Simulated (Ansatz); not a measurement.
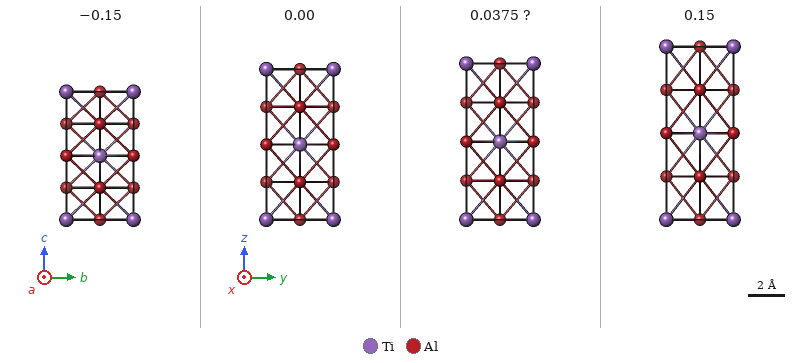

Energy scan for crystalline TiAl3 (I4/mmm), in which the cell is strained along z alone, with the atoms kept at their fractional coordinates. x, y and z are the Cartesian axes of the input. Style: ball-and-stick. Shown: the conventional cell (2 times the calculation's cell), along the a axis. Lengths and directions refer to the drawn axes.

All numbers below come from DFT PBEsol, scalar-relativistic, plane waves, PAW (Ansatz). (plane-wave cutoff 420 eV; k-point mesh 18 × 18 × 18; occupations gaussian; smearing width 0.15 eV; no spin polarisation). Energies (free energies at the smearing named) are counted from the relaxed crystal.

```tsv
strain	energy change (meV/atom)
−0.1500	308
−0.1125	167
−0.0750	70
−0.0375	16
0.0000	0
0.0375	?
0.0750	55
0.1125	115
0.1312	150
0.1500	188
```

### One row is withheld. What is its energy?

A straight line between the two neighbours gives 28 meV/atom. A cubic through the four nearest rows (−0.0375, 0.0000, 0.0750, 0.1125) gives, with Lagrange weights, (−0.1667)(16) + (0.6667)(0) + (0.6667)(55) + (−0.1667)(115) = 15 meV/atom. The calculation gives 15 meV/atom, so the cubic is right to the digits shown and the straight line 13 meV/atom too high, as the curve bends upwards here.

The whole profile:

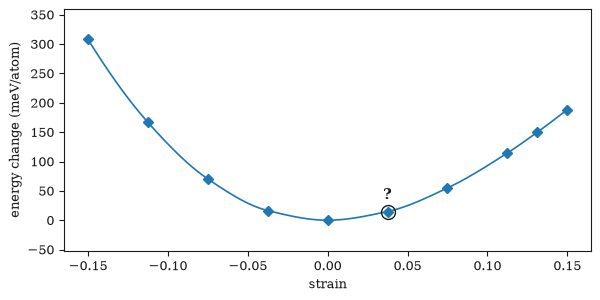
